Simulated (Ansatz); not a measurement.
Mo: geometry relaxation (part 1 of 2)

- system: Mo (P6₃/mmc, 2 atoms in the cell)
- method: DFT, PBE, PAW with Ansatz's default frozen-core files, scalar-relativistic, no spin polarisation (Ansatz 0.2.0)

The structure was built on a prototype by a generator; it need not be a known phase. It belongs to a series of runs on one base structure; here: hcp relaxed, PAW files. Figures and captions count atoms from 1; the log counts them from 0 in places.

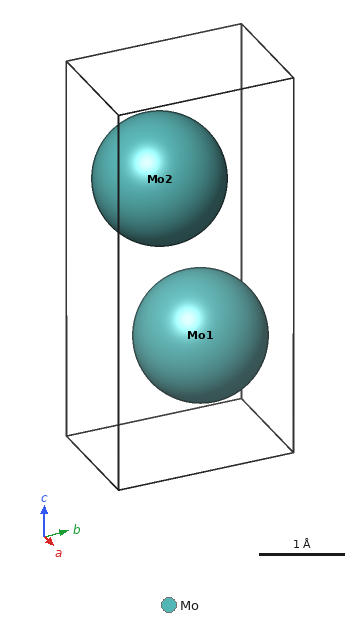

*The starting structure (spheres-only view of the cell of the calculation, seen slightly off an axis; atoms are numbered from 1 in the order of the input).*

## Summary

| quantity | value |
| --- | --- |
| outcome | converged |
| space group (tolerance 0.01 Å) | P6₃/mmc (194) |
| electrons treated | 28 |
| free energy | −9911.1788 eV |
| Fermi energy | 20.075 eV |
| pressure | 0.01 GPa |
| final volume | 32.23 Å³ |
| largest force (length of the vector) at the end | under 0.001 eV/Å |
| final cell | a = 2.756 Å, b = 2.756 Å, c = 4.898 Å, α = 90.00°, β = 90.00°, γ = 120.00° |
| hardware | 1 thread of Arm Neoverse V1, 24 GiB of memory available, shared host |
| wall time | 42 s |
| peak memory | 0.36 GiB |

## The input
```yaml
crystal:
  lattice:
    - [2.8252342238, 0.0, 0.0]
    - [-1.4126171119, 2.4467246095, 0.0]
    - [0.0, 0.0, 4.5768794426]
  atoms:
    - { symbol: Mo, position: [0.3333333333, 0.6666666667, 0.25] }
    - { symbol: Mo, position: [0.6666666667, 0.3333333333, 0.75] }
kpoints:
  mp_grid: { grid: [17, 17, 9] }
scf:
  occupations: { method: fermi_dirac, width: 0.05 }
hamiltonian:
  xc: pbe
  pseudopotentials: { kind: paw }
output:
  forces: true
  stress: true
  write_density: true
  write_potential: true
  elf: true
  volumetric_format: npy
relax:
  f_tol: 0.005
  max_steps: 40
  cell: {}
```

Launch command:
```bash
ansatz run input.yaml --threads 1 --pin off --max-ram 3072MiB --backend cpu --events-out ev --progress --plain --runs-dir out
```

## What the program printed
```
Engine: ansatz 0.2.0, aarch64-unknown-linux-gnu
Pseudopotentials: kind: paw
Pseudopotential: Mo, paw, valence charge 14, recommended cutoff 420 eV (normal), Mo.paw.azcp
Functional definition: PBE
  parameter kappa = 0.804
  parameter beta = 0.06672455060314922
  exchange = pbe_x(kappa = kappa, mu = beta*pi^2/3)
  correlation = pbe_c(beta = beta)
Crystal: 2 atoms, lattice volume = 31.638 Å³
Basis set: ecut = 420 eV, 615 PW (Γ), exchange–correlation on 40×40×64 points (8 copies of the dense FFT grid, shifted against one another)
Bands: 18, of which v1, the nominal top of the filled ones, is band 14 counted from 1 (13 counted from 0)
Symmetry: 24 space group operations
Space group: P63/mmc (ITA 194), of the structure as read, at distance tolerance 3.2e-5 Å
k-points: 165 of 2601
Non-local potential: Mo, projectors of the file, l = 0: 3, l = 1: 2, l = 2: 2, l = 3: 1
PAW form: soft (Blöchl's): semilocal exchange-correlation on the pseudo side does not see the compensation charge
PAW one-centre angular grid: Mo, 590 points (default); XC on 64 Gauss nodes
Initial density: superposition of atomic densities (neutral atoms: chi_scale 0, normalization atom), corrected by the library's trained network
Initial wavefunctions: pseudopotential atomic-orbital guess
Functional: x = pbe(κ = 0.804, μ = 0.2195149727645171), c = pbe(β = 0.06672455060314922)
SCF iter   1: F=—  HF=-9911.116038 eV  |F-HF|=—  |Δ(HF+E_count)|=         —  Δρ=8.38e-3  dr2=1.91e-2  ethr=1.77e-3  ⟨swp⟩=5.4  Hψ=13269  notcnv=0
preconditioner: auto → none  [metal: Δε(μ)=0.004 eV  Ē_g=4.387 eV  σ=0.050 eV  W_gap=0.02  n_scr=8 (ndim 8)  ℏωp=22.9 eV  f_vac=0.000  D(μ)=3.20/eV (n_scr^D=36)  sad-step TF]
SCF iter   2: F=—  HF=-9911.112558 eV  |F-HF|=—  |Δ(HF+E_count)|=   3.48e-3  Δρ=5.06e-3  dr2=7.04e-3  ethr=6.82e-5  ⟨swp⟩=1.1  Hψ=4367  notcnv=0
SCF iter   3: F=—  HF=-9911.110846 eV  |F-HF|=—  |Δ(HF+E_count)|=   1.71e-3  Δρ=3.45e-4  dr2=1.85e-5  ethr=2.51e-5  ⟨swp⟩=2.0  Hψ=4289  notcnv=0
SCF iter   4: F=—  HF=-9911.110854 eV  |F-HF|=—  |Δ(HF+E_count)|=   8.73e-6  Δρ=7.62e-5  dr2=1.17e-6  ethr=6.62e-8  ⟨swp⟩=2.0  Hψ=4150  notcnv=0
iter 5 did not close the SCF: its close was put off for the readings that it lacked (scf_convergence_deferred on its scf_iter line)
SCF iter   5: F=-9911.110854 eV  HF=-9911.110854 eV  |F-HF|=1.98e-9  |Δ(HF+E_count)|=   4.59e-7  Δρ=1.39e-5  dr2=3.27e-8  ethr=4.17e-9  ⟨swp⟩=2.0  Hψ=5282  notcnv=0
SCF iter   6: F=-9911.110854 eV  HF=-9911.110854 eV  |F-HF|=2.47e-10  |Δ(HF+E_count)|=   9.63e-9  Δρ=2.32e-6  dr2=4.91e-10  ethr=1.17e-10  ⟨swp⟩=4.3  Hψ=16259  notcnv=0
SCF 1 converged in 6 iterations: F = -9911.110854 eV  dr2 = 4.91e-10
  greatest PAW one-centre occupation: 0.998 electrons in one spin orbital (limit 2), on the Mo atom at site 1 (counted from 0), in its partial waves of l = 0
relax step   1: F+E_penalty+E_count = -9911.11085380 eV  Δ(F+E_penalty+E_count) = +0.000e0 eV  max|allowed force component| = 2.544e-17 eV/Å  Δτ_max = 0.0000 Å  P = +2.691 GPa  Ω = 31.638 Å³  (6 SCF iters, dr2 threshold 1.00e-7 eV, accepted)
Crystal: 2 atoms, lattice volume = 32.714 Å³
Basis set: ecut = 420 eV, 627 PW (Γ), exchange–correlation on 40×40×64 points (8 copies of the dense FFT grid, shifted against one another)
Initial density: handed on by an earlier stage of this run
Initial wavefunctions: those handed on with the density
iter 1 solved again at ethr=1.43e-5 eV; its pass at ethr=3.10e-3 eV (dr2=4.01e-3 eV) is discarded
SCF iter   1: F=—  HF=-9911.117725 eV  |F-HF|=—  |Δ(HF+E_count)|=         —  Δρ=4.93e-3  dr2=3.91e-3  ethr=1.43e-5  ⟨swp⟩=1.5  Hψ=18482  notcnv=0
preconditioner: auto → none  [metal: Δε(μ)=0.008 eV  Ē_g=4.245 eV  σ=0.050 eV  W_gap=0.04  n_scr=8 (ndim 8)  ℏωp=22.5 eV  f_vac=0.000  D(μ)=3.39/eV (n_scr^D=36)]
SCF iter   2: F=—  HF=-9911.116951 eV  |F-HF|=—  |Δ(HF+E_count)|=   7.74e-4  Δρ=2.06e-3  dr2=4.37e-4  ethr=1.40e-5  ⟨swp⟩=1.8  Hψ=3397  notcnv=0
SCF iter   3: F=—  HF=-9911.116953 eV  |F-HF|=—  |Δ(HF+E_count)|=   1.18e-6  Δρ=4.48e-4  dr2=1.86e-5  ethr=1.56e-6  ⟨swp⟩=1.0  Hψ=2970  notcnv=0
SCF iter   4: F=—  HF=-9911.116984 eV  |F-HF|=—  |Δ(HF+E_count)|=   3.18e-5  Δρ=3.24e-5  dr2=2.58e-7  ethr=6.65e-8  ⟨swp⟩=1.9  Hψ=4006  notcnv=0
iter 5 did not close the SCF: its close was put off for the readings that it lacked (scf_convergence_deferred on its scf_iter line)
SCF iter   5: F=-9911.116984 eV  HF=-9911.116984 eV  |F-HF|=2.55e-9  |Δ(HF+E_count)|=   6.34e-8  Δρ=8.49e-6  dr2=7.45e-9  ethr=9.23e-10  ⟨swp⟩=2.0  Hψ=5262  notcnv=0
SCF iter   6: F=-9911.116984 eV  HF=-9911.116984 eV  |F-HF|=5.46e-11  |Δ(HF+E_count)|=   3.46e-9  Δρ=1.76e-6  dr2=3.03e-10  ethr=2.66e-11  ⟨swp⟩=4.3  Hψ=14910  notcnv=0
SCF 2 converged in 6 iterations: F = -9911.116984 eV  dr2 = 3.03e-10
relax step   2: F+E_penalty+E_count = -9911.11698437 eV  Δ(F+E_penalty+E_count) = -6.131e-3 eV  max|allowed force component| = 2.139e-17 eV/Å  Δτ_max = 0.0000 Å  P = -4.773 GPa  Ω = 32.714 Å³  energy of the carried Pulay correction = -2.743e-4 eV  (6 SCF iters, dr2 threshold 2.00e-7 eV, accepted)
Crystal: 2 atoms, lattice volume = 32.536 Å³
Basis set: ecut = 420 eV, 651 PW (Γ), exchange–correlation on 40×40×64 points (8 copies of the dense FFT grid, shifted against one another)
iter 1 solved again at ethr=3.35e-6 eV; its pass at ethr=3.10e-3 eV (dr2=9.39e-4 eV) is discarded
SCF iter   1: F=—  HF=-9911.133487 eV  |F-HF|=—  |Δ(HF+E_count)|=         —  Δρ=2.53e-3  dr2=1.05e-3  ethr=3.35e-6  ⟨swp⟩=1.7  Hψ=16811  notcnv=0
preconditioner: auto → Kerker (q_TF=auto, 2.661 Å⁻¹)  [metal: Δε(μ)=0.003 eV  Ē_g=4.280 eV  σ=0.050 eV  W_gap=0.02  n_scr=10 (ndim 8)  ℏωp=22.6 eV  f_vac=0.000  D(μ)=3.36/eV (n_scr^D=36)]
SCF iter   2: F=—  HF=-9911.133331 eV  |F-HF|=—  |Δ(HF+E_count)|=   1.57e-4  Δρ=1.45e-3  dr2=3.64e-4  ethr=3.35e-6  ⟨swp⟩=1.0  Hψ=2970  notcnv=0
SCF iter   3: F=—  HF=-9911.133256 eV  |F-HF|=—  |Δ(HF+E_count)|=   7.46e-5  Δρ=1.46e-4  dr2=3.95e-6  ethr=1.30e-6  ⟨swp⟩=2.2  Hψ=3695  notcnv=0
SCF iter   4: F=—  HF=-9911.133288 eV  |F-HF|=—  |Δ(HF+E_count)|=   3.21e-5  Δρ=2.34e-5  dr2=6.97e-8  ethr=1.41e-8  ⟨swp⟩=2.3  Hψ=5086  notcnv=0
iter 5 did not close the SCF: its close was put off for the readings that it lacked (scf_convergence_deferred on its scf_iter line)
SCF iter   5: F=-9911.133288 eV  HF=-9911.133288 eV  |F-HF|=2.87e-10  |Δ(HF+E_count)|=   1.50e-8  Δρ=3.07e-6  dr2=1.61e-9  ethr=2.49e-10  ⟨swp⟩=1.5  Hψ=3542  notcnv=0
SCF iter   6: F=-9911.133288 eV  HF=-9911.133288 eV  |F-HF|=1.82e-12  |Δ(HF+E_count)|=  4.26e-10  Δρ=3.96e-7  dr2=3.02e-11  ethr=5.75e-12  ⟨swp⟩=4.2  Hψ=14974  notcnv=0
SCF 3 converged in 6 iterations: F = -9911.133288 eV  dr2 = 3.02e-11
relax step   3: F+E_penalty+E_count = -9911.13328802 eV  Δ(F+E_penalty+E_count) = -1.630e-2 eV  max|allowed force component| = 4.134e-17 eV/Å  Δτ_max = 0.0000 Å  P = -3.381 GPa  Ω = 32.536 Å³  energy of the carried Pulay correction = -2.288e-4 eV  (6 SCF iters, dr2 threshold 2.00e-7 eV, accepted)
Crystal: 2 atoms, lattice volume = 32.064 Å³
Basis set: ecut = 420 eV, 659 PW (Γ), exchange–correlation on 40×40×64 points (8 copies of the dense FFT grid, shifted against one another)
iter 1 solved again at ethr=1.23e-4 eV; its pass at ethr=3.10e-3 eV (dr2=3.44e-2 eV) is discarded
SCF iter   1: F=—  HF=-9911.181420 eV  |F-HF|=—  |Δ(HF+E_count)|=         —  Δρ=1.32e-2  dr2=3.48e-2  ethr=1.23e-4  ⟨swp⟩=1.0  Hψ=19609  notcnv=0
preconditioner: auto → Kerker (q_TF=auto, 2.667 Å⁻¹)  [metal: Δε(μ)=0.009 eV  Ē_g=4.412 eV  σ=0.050 eV  W_gap=0.04  n_scr=10 (ndim 8)  ℏωp=22.7 eV  f_vac=0.000  D(μ)=2.65/eV (n_scr^D=36)]
SCF iter   2: F=—  HF=-9911.175003 eV  |F-HF|=—  |Δ(HF+E_count)|=   6.42e-3  Δρ=7.45e-3  dr2=1.19e-2  ethr=1.23e-4  ⟨swp⟩=1.0  Hψ=2970  notcnv=0
SCF iter   3: F=—  HF=-9911.171836 eV  |F-HF|=—  |Δ(HF+E_count)|=   3.17e-3  Δρ=8.18e-4  dr2=1.22e-4  ethr=4.25e-5  ⟨swp⟩=2.6  Hψ=4265  notcnv=0
SCF iter   4: F=—  HF=-9911.171847 eV  |F-HF|=—  |Δ(HF+E_count)|=   1.04e-5  Δρ=1.13e-4  dr2=1.40e-6  ethr=4.34e-7  ⟨swp⟩=2.1  Hψ=5080  notcnv=0
iter 5 did not close the SCF: its close was put off for the readings that it lacked (scf_convergence_deferred on its scf_iter line)
SCF iter   5: F=-9911.171847 eV  HF=-9911.171847 eV  |F-HF|=1.10e-8  |Δ(HF+E_count)|=   4.28e-7  Δρ=1.49e-5  dr2=3.41e-8  ethr=5.00e-9  ⟨swp⟩=1.2  Hψ=3073  notcnv=0
SCF iter   6: F=-9911.171847 eV  HF=-9911.171847 eV  |F-HF|=2.89e-10  |Δ(HF+E_count)|=   1.48e-8  Δρ=2.12e-6  dr2=6.37e-10  ethr=1.22e-10  ⟨swp⟩=5.1  Hψ=16595  notcnv=0
SCF 4 converged in 6 iterations: F = -9911.171847 eV  dr2 = 6.37e-10
relax step   4: F+E_penalty+E_count = -9911.17184715 eV  Δ(F+E_penalty+E_count) = -3.856e-2 eV  max|allowed force component| = 1.503e-17 eV/Å  Δτ_max = 0.0000 Å  P = +1.814 GPa  Ω = 32.064 Å³  energy of the carried Pulay correction = -1.053e-4 eV  (6 SCF iters, dr2 threshold 2.00e-7 eV, accepted)
Crystal: 2 atoms, lattice volume = 31.069 Å³
Basis set: ecut = 420 eV, 597 PW (Γ), exchange–correlation on 40×40×64 points (8 copies of the dense FFT grid, shifted against one another)
iter 1 solved again at ethr=4.66e-5 eV; its pass at ethr=3.10e-3 eV (dr2=1.31e-2 eV) is discarded
SCF iter   1: F=—  HF=-9911.138152 eV  |F-HF|=—  |Δ(HF+E_count)|=         —  Δρ=8.70e-3  dr2=1.39e-2  ethr=4.66e-5  ⟨swp⟩=1.3  Hψ=18289  notcnv=0
preconditioner: auto → Kerker (q_TF=auto, 2.681 Å⁻¹)  [metal: Δε(μ)=0.002 eV  Ē_g=4.528 eV  σ=0.050 eV  W_gap=0.01  n_scr=10 (ndim 8)  ℏωp=23.1 eV  f_vac=0.000  D(μ)=2.84/eV (n_scr^D=36)]
SCF iter   2: F=—  HF=-9911.135731 eV  |F-HF|=—  |Δ(HF+E_count)|=   2.42e-3  Δρ=4.94e-3  dr2=4.90e-3  ethr=4.66e-5  ⟨swp⟩=1.0  Hψ=2970  notcnv=0
SCF iter   3: F=—  HF=-9911.134405 eV  |F-HF|=—  |Δ(HF+E_count)|=   1.33e-3  Δρ=5.72e-4  dr2=5.33e-5  ethr=1.75e-5  ⟨swp⟩=2.4  Hψ=4190  notcnv=0
SCF iter   4: F=—  HF=-9911.134434 eV  |F-HF|=—  |Δ(HF+E_count)|=   2.97e-5  Δρ=6.37e-5  dr2=5.81e-7  ethr=1.90e-7  ⟨swp⟩=2.2  Hψ=5258  notcnv=0
iter 5 did not close the SCF: its close was put off for the readings that it lacked (scf_convergence_deferred on its scf_iter line)
SCF iter   5: F=-9911.134434 eV  HF=-9911.134434 eV  |F-HF|=7.97e-9  |Δ(HF+E_count)|=   1.23e-7  Δρ=1.22e-5  dr2=1.50e-8  ethr=2.08e-9  ⟨swp⟩=2.3  Hψ=4343  notcnv=0
SCF iter   6: F=-9911.134434 eV  HF=-9911.134434 eV  |F-HF|=1.84e-10  |Δ(HF+E_count)|=   8.85e-9  Δρ=1.59e-6  dr2=3.06e-10  ethr=5.37e-11  ⟨swp⟩=4.1  Hψ=15594  notcnv=0
SCF 5 converged in 6 iterations: F = -9911.134434 eV  dr2 = 3.06e-10
relax step   5: F+E_penalty+E_count = -9911.13443444 eV  Δ(F+E_penalty+E_count) = +3.741e-2 eV  max|allowed force component| = 1.850e-17 eV/Å  Δτ_max = 0.0000 Å  P = +8.459 GPa  Ω = 31.069 Å³  energy of the carried Pulay correction = +1.517e-4 eV  (6 SCF iters, dr2 threshold 2.00e-7 eV, rejected (line search))
Crystal: 2 atoms, lattice volume = 32.233 Å³
Basis set: ecut = 420 eV, 647 PW (Γ), exchange–correlation on 40×40×64 points (8 copies of the dense FFT grid, shifted against one another)
iter 1 solved again at ethr=3.05e-5 eV; its pass at ethr=3.10e-3 eV (dr2=8.53e-3 eV) is discarded
SCF iter   1: F=—  HF=-9911.180633 eV  |F-HF|=—  |Δ(HF+E_count)|=         —  Δρ=6.88e-3  dr2=9.08e-3  ethr=3.05e-5  ⟨swp⟩=1.8  Hψ=18917  notcnv=0
preconditioner: auto → Kerker (q_TF=auto, 2.665 Å⁻¹)  [metal: Δε(μ)=0.004 eV  Ē_g=4.367 eV  σ=0.050 eV  W_gap=0.02  n_scr=10 (ndim 8)  ℏωp=22.7 eV  f_vac=0.000  D(μ)=2.60/eV (n_scr^D=34)]
SCF iter   2: F=—  HF=-9911.179092 eV  |F-HF|=—  |Δ(HF+E_count)|=   1.54e-3  Δρ=3.87e-3  dr2=3.11e-3  ethr=3.05e-5  ⟨swp⟩=1.0  Hψ=2970  notcnv=0
SCF iter   3: F=—  HF=-9911.178264 eV  |F-HF|=—  |Δ(HF+E_count)|=   8.29e-4  Δρ=4.42e-4  dr2=4.42e-5  ethr=1.11e-5  ⟨swp⟩=2.4  Hψ=3907  notcnv=0
SCF iter   4: F=—  HF=-9911.178277 eV  |F-HF|=—  |Δ(HF+E_count)|=   1.38e-5  Δρ=6.76e-5  dr2=4.85e-7  ethr=1.58e-7  ⟨swp⟩=2.5  Hψ=5129  notcnv=0
SCF iter   5: F=—  HF=-9911.178277 eV  |F-HF|=—  |Δ(HF+E_count)|=   9.37e-8  Δρ=8.37e-6  dr2=9.81e-9  ethr=1.73e-9  ⟨swp⟩=2.7  Hψ=5053  notcnv=0
SCF iter   6: F=—  HF=-9911.178277 eV  |F-HF|=—  |Δ(HF+E_count)|=   5.23e-9  Δρ=1.29e-6  dr2=3.21e-10  ethr=3.51e-11  ⟨swp⟩=2.1  Hψ=4984  notcnv=0
SCF iter   7: F=-9911.178277 eV  HF=-9911.178277 eV  |F-HF|=3.64e-12  |Δ(HF+E_count)|=  9.28e-11  Δρ=2.55e-7  dr2=1.68e-11  ethr=1.00e-12  ⟨swp⟩=5.1  Hψ=12544  notcnv=0
SCF 6 converged in 7 iterations: F = -9911.178277 eV  dr2 = 1.68e-11
relax step   6: F+E_penalty+E_count = -9911.17827728 eV  Δ(F+E_penalty+E_count) = -6.430e-3 eV  max|allowed force component| = 4.857e-17 eV/Å  Δτ_max = 0.0000 Å  P = +0.068 GPa  Ω = 32.233 Å³  energy of the carried Pulay correction = -1.491e-4 eV  (7 SCF iters, accepted)
Crystal: 2 atoms, lattice volume = 32.222 Å³
iter 1 solved again at ethr=1.90e-7 eV; its pass at ethr=3.10e-3 eV (dr2=5.32e-5 eV) is discarded
SCF iter   1: F=—  HF=-9911.178525 eV  |F-HF|=—  |Δ(HF+E_count)|=         —  Δρ=6.99e-4  dr2=1.08e-4  ethr=1.90e-7  ⟨swp⟩=3.2  Hψ=18183  notcnv=0
eigensolver tolerance schedule calibrated: the retry pair's looser diagonalisation under-reported the residual by θ = 0.51 (0.12/decade); ethr = c·dr2/N_el runs at the constant in force after the calibration composes with the one it found (an armed cap, an earlier calibration), c = 6.9e-2
preconditioner: auto → Kerker (q_TF=auto, 2.665 Å⁻¹)  [metal: Δε(μ)=0.015 eV  Ē_g=4.363 eV  σ=0.050 eV  W_gap=0.07  n_scr=10 (ndim 8)  ℏωp=22.7 eV  f_vac=0.000  D(μ)=2.54/eV (n_scr^D=34)]
SCF iter   2: F=—  HF=-9911.178529 eV  |F-HF|=—  |Δ(HF+E_count)|=   3.16e-6  Δρ=3.95e-4  dr2=3.74e-5  ethr=1.90e-7  ⟨swp⟩=1.1  Hψ=3020  notcnv=0
SCF iter   3: F=—  HF=-9911.178518 eV  |F-HF|=—  |Δ(HF+E_count)|=   1.08e-5  Δρ=4.73e-5  dr2=4.06e-7  ethr=9.26e-8  ⟨swp⟩=2.4  Hψ=4413  notcnv=0
iter 4 did not close the SCF: its close was put off for the readings that it lacked (scf_convergence_deferred on its scf_iter line)
SCF iter   4: F=-9911.178518 eV  HF=-9911.178518 eV  |F-HF|=1.35e-9  |Δ(HF+E_count)|=   7.73e-9  Δρ=6.00e-6  dr2=4.32e-9  ethr=1.00e-9  ⟨swp⟩=2.4  Hψ=5193  notcnv=0
iter 5 did not close the SCF: its close was put off for the readings that it lacked (scf_convergence_deferred on its scf_iter line)
SCF iter   5: F=-9911.178518 eV  HF=-9911.178518 eV  |F-HF|=6.18e-11  |Δ(HF+E_count)|=   1.57e-9  Δρ=8.58e-7  dr2=8.58e-11  ethr=1.07e-11  ⟨swp⟩=2.2  Hψ=4740  notcnv=0
SCF iter   6: F=-9911.178518 eV  HF=-9911.178518 eV  |F-HF|=0.00e0  |Δ(HF+E_count)|=  6.55e-11  Δρ=1.17e-7  dr2=2.03e-12  ethr=1.00e-12  ⟨swp⟩=4.0  Hψ=12424  notcnv=0
SCF 7 converged in 6 iterations: F = -9911.178518 eV  dr2 = 2.03e-12
relax step   7: F+E_penalty+E_count = -9911.17851781 eV  Δ(F+E_penalty+E_count) = -2.405e-4 eV  max|allowed force component| = 1.850e-17 eV/Å  Δτ_max = 0.0000 Å  P = +0.011 GPa  Ω = 32.222 Å³  energy of the carried Pulay correction = -1.465e-4 eV  (6 SCF iters, dr2 threshold 2.00e-7 eV, accepted)
Crystal: 2 atoms, lattice volume = 32.226 Å³
iter 1 solved again at ethr=3.85e-9 eV; its pass at ethr=3.10e-3 eV (dr2=1.08e-6 eV) is discarded
SCF iter   1: F=—  HF=-9911.178501 eV  |F-HF|=—  |Δ(HF+E_count)|=         —  Δρ=9.91e-5  dr2=2.14e-6  ethr=3.85e-9  ⟨swp⟩=3.2  Hψ=17893  notcnv=0
preconditioner: auto → Kerker (q_TF=auto, 2.665 Å⁻¹)  [metal: Δε(μ)=0.011 eV  Ē_g=4.363 eV  σ=0.050 eV  W_gap=0.06  n_scr=10 (ndim 8)  ℏωp=22.7 eV  f_vac=0.000  D(μ)=2.54/eV (n_scr^D=34)]
SCF iter   2: F=—  HF=-9911.178524 eV  |F-HF|=—  |Δ(HF+E_count)|=   2.34e-5  Δρ=5.60e-5  dr2=7.44e-7  ethr=3.85e-9  ⟨swp⟩=1.1  Hψ=3027  notcnv=0
iter 3 did not close the SCF: its close was put off for the readings that it lacked (scf_convergence_deferred on its scf_iter line)
SCF iter   3: F=-9911.178524 eV  HF=-9911.178524 eV  |F-HF|=1.24e-9  |Δ(HF+E_count)|=   2.14e-7  Δρ=6.66e-6  dr2=8.02e-9  ethr=2.66e-9  ⟨swp⟩=2.6  Hψ=4541  notcnv=0
iter 4 did not close the SCF: its close was put off for the readings that it lacked (scf_convergence_deferred on its scf_iter line)
SCF iter   4: F=-9911.178524 eV  HF=-9911.178524 eV  |F-HF|=9.09e-12  |Δ(HF+E_count)|=  6.89e-10  Δρ=8.40e-7  dr2=1.16e-10  ethr=2.87e-11  ⟨swp⟩=2.2  Hψ=5139  notcnv=0
iter 5 did not close the SCF: its close was put off for the readings that it lacked (scf_convergence_deferred on its scf_iter line)
SCF iter   5: F=-9911.178524 eV  HF=-9911.178524 eV  |F-HF|=1.82e-12  |Δ(HF+E_count)|=  1.82e-11  Δρ=1.31e-7  dr2=1.92e-12  ethr=1.00e-12  ⟨swp⟩=1.0  Hψ=2970  notcnv=0
SCF iter   6: F=-9911.178524 eV  HF=-9911.178524 eV  |F-HF|=3.64e-12  |Δ(HF+E_count)|=    0.00e0  Δρ=1.56e-8  dr2=4.04e-14  ethr=1.00e-12  ⟨swp⟩=3.5  Hψ=11201  notcnv=0
SCF 8 converged in 6 iterations: F = -9911.178524 eV  dr2 = 4.04e-14
```
